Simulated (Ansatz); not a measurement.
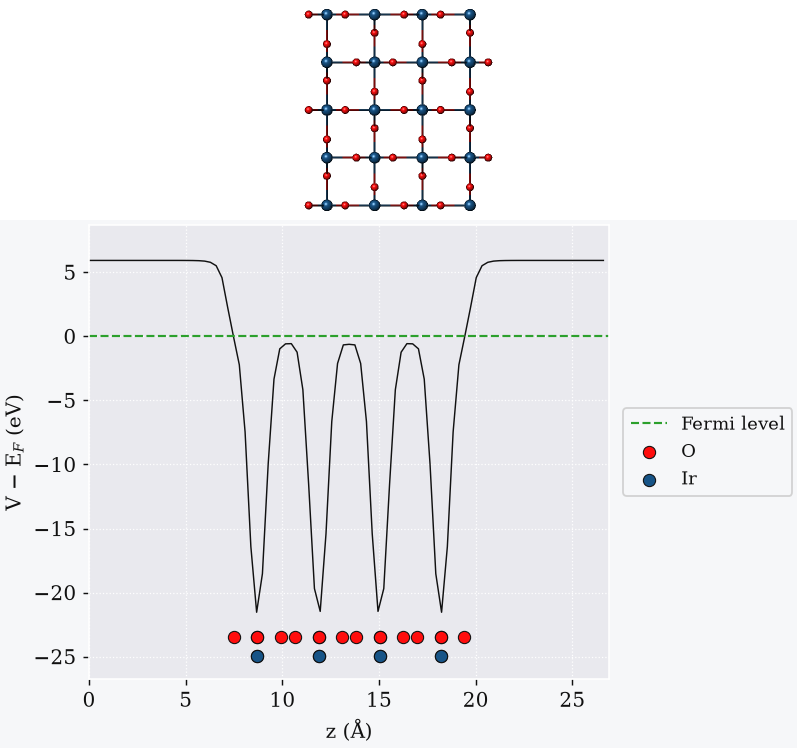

Plane-averaged electrostatic potential energy of an electron across the slab; circles at the bottom mark the heights of the atoms. The structure is drawn too.

System: a (110) slab cut from IrO$_{2}$ (P4_2/mnm), unrelaxed, ended by O planes, 24 atoms in the cell.

Level of theory: DFT PBEsol, scalar-relativistic, plane waves, PAW, no spin polarisation, 11×6×1 k mesh, 420 eV cutoff, Gaussian smearing of 0.1 eV; code Ansatz.

**Read off the work function of each face.**

The work function is 5.92 eV, the same on both faces. The two vacuum levels agree, so the slab has no net dipole along its normal.

**How thick are slab and vacuum?**

The outermost atoms are 11.9 Å apart, which leaves 15.0 Å of vacuum in a cell 26.9 Å high.

The atoms aren't at rest in this cell (largest force 1.6 eV/Å), so the relaxed material can differ. Spin-orbit coupling is left out, which matters for Ir.
